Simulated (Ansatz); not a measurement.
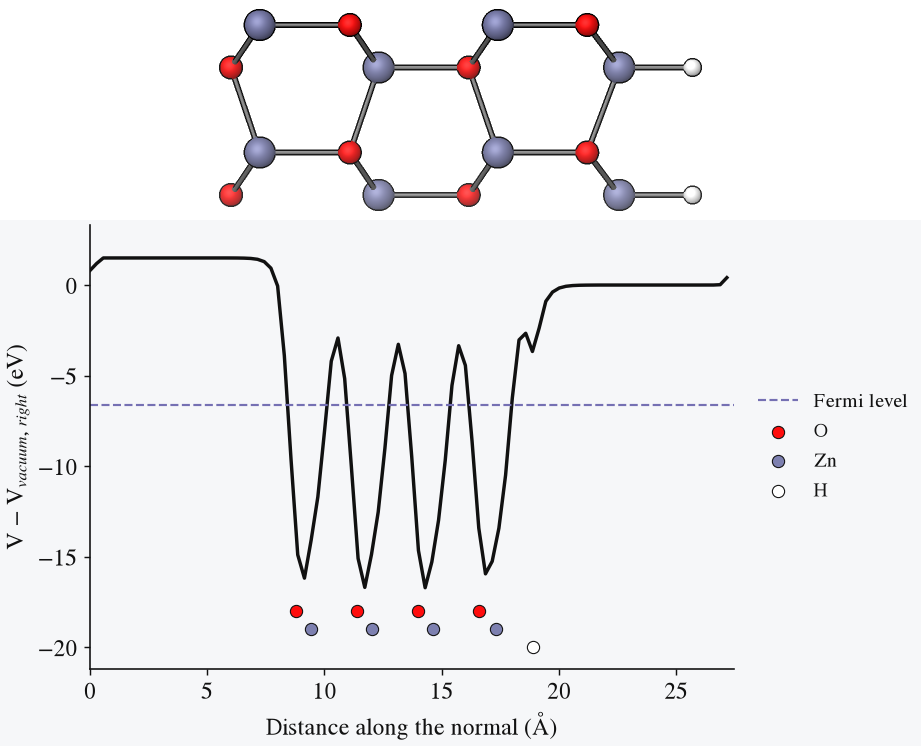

Plane-averaged electrostatic potential energy of an electron across the slab; circles at the bottom mark the heights of the atoms (positions after relaxation). The structure is drawn too. System: a (001) slab cut from ZnO (P6_3mc), of composition Zn$_{4}$HO$_{4}$ (not the bulk's), ended by Zn above and O below, 9 atoms in the cell. Computed with Ansatz 0.2.0: DFT PBEsol, scalar-relativistic, plane waves, PAW, spin-polarised, 9×9×1 k mesh, Gaussian smearing of 0.05 eV.

The work function is 6.62 eV at the right face and 8.11 eV at the left. The vacuum level is 1.49 eV higher at the left than at the right, so the slab carries a dipole along its normal; the ramp in the vacuum, at or near the edge of the plot, is the dipole correction that keeps each side flat. Some atoms were held fixed in the relaxation, which can itself make the faces differ. The outermost atoms are 10.1 Å apart, which leaves 17.3 Å of vacuum in a cell 27.5 Å high.
